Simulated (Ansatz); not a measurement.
Geometry relaxation, with input and output: PdSi31 (charge +1) (part 3 of 3)

PdSi31 (defect cell, 32 atoms in the cell, total charge +1); DFT LDA, scalar-relativistic, plane waves, PAW, spin-polarised (Ansatz 0.2.0); cutoff 420 eV, 3×3×3 k-mesh, Gaussian smearing of 0.02 eV, collinear spins. The structure derives from a Materials Project entry. It belongs to a series of runs on one base structure; here: Pd on a Si site (a), charge +1, atoms relaxed at the host's cell.

### Output, continued
```
  k-point 1 ↑: bands = ["-78.8251", "-44.6246", "-44.6233", "-44.6212", "-5.3060", "-4.5960", "-3.9856", "-3.9688", "-3.9643", "-3.7686", "-3.2813", "-3.2060", "-2.8846", "-2.8610", "-2.8471", "-2.6745", "-2.5559", "-2.3861", "-1.9710", "-1.4250", "-1.0263", "-0.3517", "-0.2203", "-0.1581", "-0.1218", "-0.0969", "-0.0526", "0.4395", "0.6660", "0.8458", "1.0118", "1.0582", "1.2154", "1.8101", "1.9672", "2.1586", "2.2541", "2.2582", "2.2882", "2.5047", "2.7272", "2.8487", "2.8868", "2.9558", "3.0795", "3.0891", "3.2102", "3.3732", "3.4140", "3.5837", "3.5891", "3.6649", "3.8602", "4.0305", "4.0389", "4.0742", "4.2595", "4.2676", "4.2828", "4.4553", "4.4701", "4.4963", "4.7973", "4.8203", "4.9116", "5.0815", "5.1506", "5.3470", "5.4025", "6.0788", "6.4618", "6.6095", "7.1302", "7.4537", "7.7885", "7.8176", "8.1734", "8.2577", "8.2632", "9.0303", "9.0670", "9.0747", "9.0807", "9.1073", "9.1861", "9.1996", "9.2563", "9.3487", "9.3868", "9.4449", "9.4623", "9.5983", "9.7327", "9.8494", "9.9235", "9.9779", "10.0442", "10.0682", "10.1180", "10.1516", "10.2436", "10.2679", "10.3773"]
  k-point 2 ↑: bands = ["-78.8251", "-44.6246", "-44.6233", "-44.6212", "-5.3060", "-4.5962", "-3.9856", "-3.9679", "-3.9648", "-3.7689", "-3.2806", "-3.2066", "-2.8848", "-2.8609", "-2.8477", "-2.6748", "-2.5552", "-2.3868", "-1.9700", "-1.4240", "-1.0267", "-0.3520", "-0.2209", "-0.1578", "-0.1226", "-0.0956", "-0.0544", "0.4381", "0.6685", "0.8467", "1.0112", "1.0580", "1.2158", "1.8111", "1.9624", "2.1586", "2.2539", "2.2586", "2.2887", "2.5063", "2.7284", "2.8477", "2.8867", "2.9575", "3.0797", "3.0923", "3.2097", "3.3742", "3.4127", "3.5827", "3.5882", "3.6648", "3.8616", "4.0297", "4.0396", "4.0738", "4.2595", "4.2655", "4.2819", "4.4553", "4.4708", "4.4966", "4.7976", "4.8202", "4.9114", "5.0802", "5.1506", "5.3455", "5.4016", "6.0790", "6.4640", "6.6121", "7.1284", "7.4543", "7.7881", "7.8183", "8.1741", "8.2596", "8.2615", "9.0266", "9.0665", "9.0768", "9.0805", "9.1072", "9.1871", "9.2010", "9.2565", "9.3471", "9.3856", "9.4449", "9.4628", "9.5970", "9.7345", "9.8488", "9.9237", "9.9778", "10.0452", "10.0677", "10.1200", "10.1507", "10.2443", "10.2683", "10.3757"]
  k-point 13 ↓: bands = ["-78.8252", "-44.6246", "-44.6233", "-44.6213", "-5.0669", "-4.3989", "-4.3980", "-4.3945", "-4.1847", "-3.6304", "-3.3460", "-3.3351", "-3.3342", "-2.9682", "-2.0614", "-2.0611", "-2.0393", "-1.7781", "-1.3016", "-1.3012", "-1.3000", "-0.9777", "-0.5132", "-0.5125", "-0.5122", "-0.4134", "-0.2513", "-0.2505", "-0.2485", "0.6968", "1.5790", "1.8254", "1.8291", "1.9226", "1.9237", "2.2514", "2.2520", "2.2664", "2.3807", "2.5218", "2.7069", "2.8124", "2.8138", "2.9405", "2.9407", "2.9633", "3.1933", "3.4455", "3.4471", "3.5102", "3.5115", "3.7817", "4.0369", "4.0382", "4.1192", "4.2488", "4.3383", "4.3393", "4.5711", "4.6382", "4.7609", "4.7621", "4.8628", "4.8835", "4.8840", "4.9952", "5.1973", "5.2621", "5.2631", "5.2915", "6.3826", "6.6326", "6.6367", "7.2827", "8.1751", "8.2442", "8.2535", "8.3635", "8.3645", "8.4479", "8.6395", "8.6418", "8.7659", "9.2159", "9.2653", "9.2689", "9.2709", "9.3407", "9.7749", "9.8260", "9.8270", "9.8792", "9.8996", "9.9000", "9.9448", "9.9546", "9.9561", "9.9700", "10.0054", "10.0121", "10.4045", "10.4063", "10.7071"]
--- Relaxed structure (6 steps of the walk, 5 accepted, 0 SCFs on fresh bases) ---
  F+E_penalty+E_count = -25718.26833378 eV   max|allowed force component| = 1.071e-2 eV/Å
  atoms:
    - { symbol: Pd, position: [0.25132535941993, 0.7524360241735962, 0.7510809832333497] }
    - { symbol: Si, position: [0.0017985238650535251, 0.7508546014004505, 0.0013871174267621744] }
    - { symbol: Si, position: [0.5009541973974945, 0.5025841070898767, 0.7504844287829568] }
    - { symbol: Si, position: [0.2502313326566338, 0.5025424221359527, 0.0012185609707180967] }
    - { symbol: Si, position: [-0.0008476023478651284, 0.49977188876240886, 0.25082838151614334] }
    - { symbol: Si, position: [0.7503189803376433, 0.7509891756270003, 0.250541061418995] }
    - { symbol: Si, position: [0.5012955019347785, 0.7508625042636171, 0.5019924205996074] }
    - { symbol: Si, position: [0.0018966646095042172, 0.001737425946456872, 0.7504848666429503] }
    - { symbol: Si, position: [0.7501269025056438, 0.25079429988718793, 0.7505454050354705] }
    - { symbol: Si, position: [0.4988125087382457, 0.2506950337071161, -0.0009243513226523531] }
    - { symbol: Si, position: [0.25033045171526636, 0.2508877619937439, 0.2504470845242339] }
    - { symbol: Si, position: [-0.0005454693500371727, 0.2517125190737877, 0.499704369689674] }
    - { symbol: Si, position: [0.750847639346663, 0.4999445514133756, 0.49958745943206173] }
    - { symbol: Si, position: [0.7500677548784026, -0.000542351194177837, -0.0009078723932836597] }
    - { symbol: Si, position: [0.4988821987879473, -0.00048283528862627656, 0.250386542674198] }
    - { symbol: Si, position: [0.2502368672447285, 0.0018982027552555125, 0.5020528446583179] }
    - { symbol: Si, position: [0.25013951209852475, 0.7506880118052239, 0.4991833160430471] }
    - { symbol: Si, position: [-0.0003444414390331937, 0.7506888292800538, 0.7504357516466424] }
    - { symbol: Si, position: [0.500212978633371, 0.5010767605054655, 0.5006801157288076] }
    - { symbol: Si, position: [0.2500646427489794, 0.500940102641474, 0.750367012462083] }
    - { symbol: Si, position: [0.0003833342890947611, 0.5010184901943526, 0.0003224079113236522] }
    - { symbol: Si, position: [0.7500583752259418, 0.7508831816034731, 0.00030791045824115937] }
    - { symbol: Si, position: [0.5000811339353839, 0.7508955573350202, 0.25023983268705] }
    - { symbol: Si, position: [0.00048150864294091433, 0.000981023312798951, 0.5007200346757854] }
    - { symbol: Si, position: [0.7506310728911052, 0.25126531943406066, 0.5007915227504514] }
    - { symbol: Si, position: [0.49998549808600923, 0.2507921985727637, 0.7505096955588995] }
    - { symbol: Si, position: [0.2502555575811106, 0.2507703742112661, 0.0002597567235196503] }
    - { symbol: Si, position: [0.0004948748197866942, 0.2512333511521412, 0.2508416191777772] }
    - { symbol: Si, position: [0.7505882014092675, 0.5010867402595035, 0.25084359989304894] }
    - { symbol: Si, position: [0.7500984746194995, 0.0006478710349874455, 0.7505000744464922] }
    - { symbol: Si, position: [0.5022742381929384, 0.002917383144118546, 0.0025908380564599875] }
    - { symbol: Si, position: [0.2502489519250468, 0.0006877992662743486, 0.25026255889086724] }
--- Löwdin populations: 32 sites ---
  site symbol       q [e]    m [muB]
     0     Pd     17.1811    -0.0001
     1     Si      3.9378    -0.0000
     2     Si      3.9381    -0.0000
     3     Si      3.9380    -0.0000
     4     Si      3.9375    -0.0000
     5     Si      3.9338    -0.0000
     6     Si      3.9377    -0.0000
     7     Si      3.9380    -0.0000
     8     Si      3.9338    -0.0000
     9     Si      3.9376    -0.0000
    10     Si      3.9338    -0.0000
    11     Si      3.9379    -0.0000
    12     Si      3.9377    -0.0000
    13     Si      3.9375    -0.0000
    14     Si      3.9374    -0.0000
    15     Si      3.9379    -0.0000
    16     Si      4.0715    -0.0001
    17     Si      4.0691    -0.0001
    18     Si      3.9306    -0.0000
    19     Si      4.0670    -0.0001
    20     Si      3.9306    -0.0000
    21     Si      3.9304    -0.0000
    22     Si      3.9303    -0.0000
    23     Si      3.9305    -0.0000
    24     Si      3.9305    -0.0000
    25     Si      3.9302    -0.0000
    26     Si      3.9304    -0.0000
    27     Si      3.9304    -0.0000
    28     Si      3.9303    -0.0000
    29     Si      3.9301    -0.0000
    30     Si      4.0747    -0.0001
    31     Si      3.9302    -0.0000
  spilling = 0.009343 (of n_electrons = 141.000000)
```

### File populations.tsv
```
# site	symbol	l	j	q_up	q_dn
# orbitals = lowdin
# n_electrons = 141.000000
# spilling = 0.009343
0	Pd	0_4S	-	0.996193	0.996193
0	Pd	1_4P	-	2.988134	2.988136
0	Pd	2_4D	-	4.606168	4.606249
1	Si	0_3S	-	0.593188	0.593189
1	Si	1_3P	-	1.375717	1.375723
2	Si	0_3S	-	0.593429	0.593430
2	Si	1_3P	-	1.375617	1.375622
3	Si	0_3S	-	0.593359	0.593360
3	Si	1_3P	-	1.375638	1.375643
4	Si	0_3S	-	0.592993	0.592993
4	Si	1_3P	-	1.375765	1.375771
5	Si	0_3S	-	0.594223	0.594225
5	Si	1_3P	-	1.372692	1.372702
6	Si	0_3S	-	0.593119	0.593119
6	Si	1_3P	-	1.375750	1.375755
7	Si	0_3S	-	0.593364	0.593365
7	Si	1_3P	-	1.375655	1.375660
8	Si	0_3S	-	0.594218	0.594220
8	Si	1_3P	-	1.372701	1.372711
9	Si	0_3S	-	0.592995	0.592995
9	Si	1_3P	-	1.375809	1.375815
10	Si	0_3S	-	0.594221	0.594223
10	Si	1_3P	-	1.372694	1.372704
11	Si	0_3S	-	0.593203	0.593204
11	Si	1_3P	-	1.375721	1.375726
12	Si	0_3S	-	0.593111	0.593112
12	Si	1_3P	-	1.375742	1.375748
13	Si	0_3S	-	0.593006	0.593007
13	Si	1_3P	-	1.375754	1.375759
14	Si	0_3S	-	0.592919	0.592920
14	Si	1_3P	-	1.375783	1.375788
15	Si	0_3S	-	0.593220	0.593221
15	Si	1_3P	-	1.375712	1.375717
16	Si	0_3S	-	0.644147	0.644161
16	Si	1_3P	-	1.391535	1.391618
17	Si	0_3S	-	0.644165	0.644180
17	Si	1_3P	-	1.390331	1.390412
18	Si	0_3S	-	0.592836	0.592839
18	Si	1_3P	-	1.372448	1.372455
19	Si	0_3S	-	0.644192	0.644206
19	Si	1_3P	-	1.389254	1.389334
20	Si	0_3S	-	0.592827	0.592829
20	Si	1_3P	-	1.372488	1.372494
21	Si	0_3S	-	0.592857	0.592859
21	Si	1_3P	-	1.372345	1.372351
22	Si	0_3S	-	0.592851	0.592853
22	Si	1_3P	-	1.372305	1.372312
23	Si	0_3S	-	0.592849	0.592851
23	Si	1_3P	-	1.372414	1.372421
24	Si	0_3S	-	0.592826	0.592828
24	Si	1_3P	-	1.372439	1.372445
25	Si	0_3S	-	0.592886	0.592888
25	Si	1_3P	-	1.372220	1.372226
26	Si	0_3S	-	0.592879	0.592881
26	Si	1_3P	-	1.372296	1.372302
27	Si	0_3S	-	0.592833	0.592835
27	Si	1_3P	-	1.372362	1.372368
28	Si	0_3S	-	0.592839	0.592841
28	Si	1_3P	-	1.372289	1.372296
29	Si	0_3S	-	0.592882	0.592884
29	Si	1_3P	-	1.372185	1.372191
30	Si	0_3S	-	0.644091	0.644106
30	Si	1_3P	-	1.393207	1.393292
31	Si	0_3S	-	0.592868	0.592870
31	Si	1_3P	-	1.372223	1.372230
```

### Trajectory as extended XYZ (Å, eV, eV/Å), 3 of the 6 frames kept, from step=1 to step=6
```
32
Lattice="-5.4019 -5.4019 5.4019 5.4019 -5.4019 -5.4019 5.4019 5.4019 5.4019" Properties=species:S:1:pos:R:3:forces:R:3 step=1 energy=-25718.13591
Pd    6.7755   -1.3777    1.3733    0.0057   0.0048  -0.3019
Si    3.9599   -4.1512   -4.0659   -0.0795  -0.0350  -0.0594
Si    4.0437   -1.3568    4.1170   -0.0106  -0.2402   0.0044
Si    1.3588   -4.0411   -1.2834    0.2230   0.0019  -0.0259
Si    4.0427   -1.3504   -1.4175   -0.0392   0.2245  -0.0230
Si    1.3554   -6.7560    1.3499    0.0012   0.0007  -0.0076
Si    4.1543   -3.9579    1.3357    0.0021  -0.0047   0.0063
Si    4.0695    4.0452    3.9853   -0.0745  -0.1681   0.0445
Si    1.3555   -1.3539    6.7522   -0.0006  -0.0174   0.0030
Si   -1.4427   -3.9574    1.3644    0.1506  -0.1123  -0.1626
Si    1.3559   -1.3543    1.3498    0.0102   0.0040   0.0058
Si    4.1538    1.2507    1.3642    0.0190  -0.0278  -0.0021
Si    1.3526   -4.0412    3.9838   -0.4093   0.2275  -0.1930
Si   -4.0493   -4.0690    4.1182   -0.1014   0.0808  -0.0879
Si   -1.3318   -1.3509    4.1176    0.1829   0.3199   0.1252
Si    1.3590    1.3320    3.9831    0.2616  -0.0355  -0.0406
Si    5.4884   -2.6271   -0.1398   -0.1983  -0.0877   0.3690
Si    7.9950   -0.0703   -0.1490    0.4934  -0.0920   0.5647
Si    2.7403   -2.6729    2.6877    0.1118   0.0160  -0.0075
Si    5.4984   -0.0961    2.8266   -0.2297   0.2925  -0.2213
Si    2.6744   -2.7383   -2.7136   -0.0078  -0.1018  -0.0039
Si   -0.0364   -8.1479    0.0492    0.0256   0.0182  -0.0089
Si    2.7482   -5.3639    0.0502   -0.0359  -0.0225  -0.0081
Si    2.7479    2.6563    2.6505   -0.0058   0.0098   0.0148
Si    0.0372   -2.7383    5.4136    0.0284  -0.0903   0.0239
Si    2.6749    0.0302    5.4140   -0.0322   0.1138   0.0041
Si   -0.0286   -2.6726    0.0123   -0.1215   0.0180   0.0020
Si    2.7399   -0.0350    0.0127    0.1066  -0.0348   0.0150
Si   -0.0369   -5.3635    2.6499    0.0237  -0.0347   0.0144
Si    0.0365    0.0302    8.0905    0.0297   0.1186  -0.0078
Si   -2.7264   -2.6336    2.8314   -0.2120  -0.3164  -0.0223
Si   -0.0284   -0.0359    2.6872   -0.1174  -0.0297  -0.0136
32
Lattice="-5.4019 -5.4019 5.4019 5.4019 -5.4019 -5.4019 5.4019 5.4019 5.4019" Properties=species:S:1:pos:R:3:forces:R:3 step=3 energy=-25718.26319
Pd    6.7490   -1.3319    1.3467    0.0041  -0.0331   0.0405
Si    4.0430   -4.0762   -4.0417    0.0039  -0.0002  -0.0095
Si    4.0531   -1.3744    4.0671    0.0192   0.0083  -0.0241
Si    1.3758   -4.0527   -1.3367   -0.0055  -0.0213  -0.0231
Si    4.0588   -1.3422   -1.3609    0.0125   0.0170   0.0158
Si    1.3569   -6.7562    1.3503   -0.0012  -0.0010  -0.0002
Si    4.0792   -4.0388    1.3596   -0.0046  -0.0072  -0.0022
Si    4.0646    4.0288    4.0365   -0.0075   0.0078   0.0101
Si    1.3578   -1.3593    6.7524   -0.0011   0.0322   0.0040
Si   -1.3653   -4.0362    1.3384    0.0095  -0.0112   0.0079
Si    1.3594   -1.3562    1.3516   -0.0152   0.0034  -0.0053
Si    4.0736    1.3288    1.3370    0.0104  -0.0116   0.0251
Si    1.3420   -4.0574    4.0400   -0.0005  -0.0175   0.0199
Si   -4.0553   -4.0562    4.0596   -0.0361   0.0007  -0.0075
Si   -1.3461   -1.3456    4.0588   -0.0042   0.0397  -0.0110
Si    1.3714    1.3439    4.0394    0.0078   0.0021   0.0085
Si    5.4179   -2.7005   -0.0270    0.0168  -0.0030   0.0600
Si    8.1150   -0.0105   -0.0350   -0.0150   0.0014   0.0411
Si    2.7157   -2.7028    2.6975    0.0109  -0.0017   0.0027
Si    5.4009    0.0006    2.7444    0.0192  -0.0281  -0.0760
Si    2.7051   -2.7148   -2.7049   -0.0038  -0.0118   0.0054
Si    0.0023   -8.1165    0.0077    0.0087   0.0066   0.0060
Si    2.7158   -5.4009    0.0077    0.0120  -0.0101   0.0041
Si    2.7148    2.6892    2.6912   -0.0204   0.0077   0.0029
Si    0.0124   -2.7138    5.4043   -0.0060  -0.0196  -0.0234
Si    2.6992    0.0007    5.4046    0.0029   0.0137   0.0082
Si    0.0019   -2.6999    0.0030   -0.0151   0.0004   0.0148
Si    2.7151   -0.0123    0.0018    0.0105   0.0062  -0.0144
Si   -0.0022   -5.4000    2.6918   -0.0060   0.0143  -0.0096
Si    0.0162    0.0029    8.0988   -0.0055  -0.0059   0.0020
Si   -2.7095   -2.6945    2.7195   -0.0012   0.0166  -0.0943
Si   -0.0012   -0.0135    2.6977    0.0007   0.0054   0.0215
32
Lattice="-5.4019 -5.4019 5.4019 5.4019 -5.4019 -5.4019 5.4019 5.4019 5.4019" Properties=species:S:1:pos:R:3:forces:R:3 step=6 energy=-25718.26833
Pd    6.7643   -1.3650    1.3503   -0.0020   0.0037   0.0005
Si    4.0539   -4.0583   -4.0389   -0.0013   0.0004   0.0019
Si    4.0629   -1.3670    4.0453   -0.0020  -0.0071   0.0014
Si    1.3696   -4.0599   -1.3564    0.0052   0.0026   0.0010
Si    4.0593   -1.3402   -1.3494    0.0024  -0.0070   0.0029
Si    1.3570   -6.7566    1.3498    0.0012  -0.0027   0.0002
Si    4.0599   -4.0524    1.3636    0.0019   0.0036  -0.0017
Si    4.0532    4.0344    4.0549   -0.0009  -0.0044   0.0005
Si    1.3570   -1.3525    6.7518    0.0012  -0.0098   0.0001
Si   -1.3453   -4.0538    1.3353   -0.0044   0.0051   0.0055
Si    1.3559   -1.3547    1.3499    0.0047  -0.0029   0.0001
Si    4.0621    1.3426    1.3367   -0.0019   0.0026  -0.0043
Si    1.3434   -4.0580    4.0541    0.0009   0.0003   0.0006
Si   -4.0597   -4.0538    4.0498    0.0089   0.0057  -0.0047
Si   -1.3450   -1.3398    4.0501   -0.0050  -0.0107  -0.0045
Si    1.3705    1.3500    4.0536   -0.0009   0.0035   0.0020
Si    5.4005   -2.7099   -0.0074   -0.0010   0.0032  -0.0021
Si    8.1108    0.0005   -0.0032    0.0012   0.0033  -0.0035
Si    2.7093   -2.7043    2.7000   -0.0017  -0.0014   0.0057
Si    5.4087   -0.0034    2.6982   -0.0041   0.0051   0.0063
Si    2.7061   -2.7068   -2.7027    0.0019   0.0019   0.0037
Si    0.0061   -8.1063   -0.0028   -0.0044   0.0008  -0.0004
Si    2.7067   -5.4059   -0.0031   -0.0030   0.0025   0.0006
Si    2.7076    2.6970    2.7022    0.0050  -0.0026   0.0001
Si    0.0077   -2.7069    5.4028   -0.0014   0.0027  -0.0004
Si    2.7081   -0.0014    5.4003    0.0018  -0.0020  -0.0047
Si    0.0042   -2.7051   -0.0014    0.0016  -0.0019  -0.0065
Si    2.7095   -0.0048    0.0006   -0.0020   0.0015   0.0013
Si    0.0073   -5.4064    2.7028    0.0029  -0.0015  -0.0011
Si    0.0057   -0.0013    8.1026   -0.0018  -0.0012   0.0004
Si   -2.6835   -2.7150    2.7115   -0.0049   0.0053   0.0010
Si    0.0038   -0.0036    2.7000    0.0018   0.0015  -0.0017
```

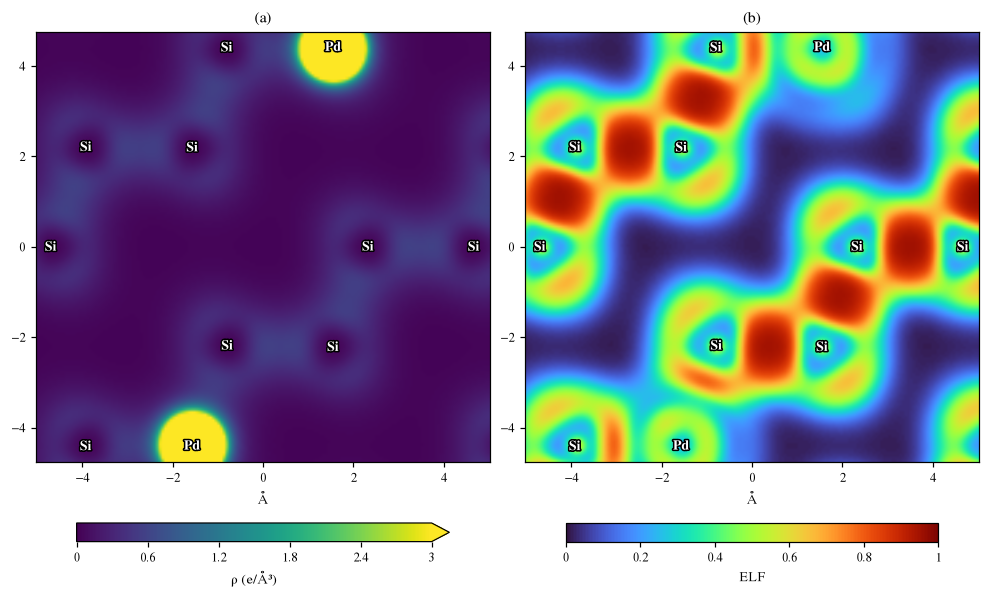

(a) valence pseudo-density; (b) ELF on the (011̄) plane of the calculation cell. The plane passes through Pd and Si nuclei. Si–Pd (2.35 Å): the density is about 0.61 e/Å³ at the midpoint; the ELF is about 0.50 at the midpoint. Away from the nuclei the density in this plane falls to 0.02 e/Å³ at its lowest. The strong features right at Pd lie inside the PAW spheres (semicore, d or f shells) and say nothing about bonding. The fields are those of the smooth PAW valence density.

### Key numbers

```csv
quantity,value
outcome,converged
electrons treated,141
free energy,−25718.2683 eV
Fermi energy,6.469 eV
gap on the k-point mesh,none (metallic)
net moment of the cell,0.00 μB
integrated absolute moment,0.00 μB
final volume,630.54 Å³
largest force (length of the vector) at the end,0.013 eV/Å
wall time,19 min (CPU time 67 min)
peak memory,2.5 GiB
```

### Notes

The electronic state found may not be the lowest one. Warnings of the run: a screening estimate came out negative during mixing; some starting moments were not kept.
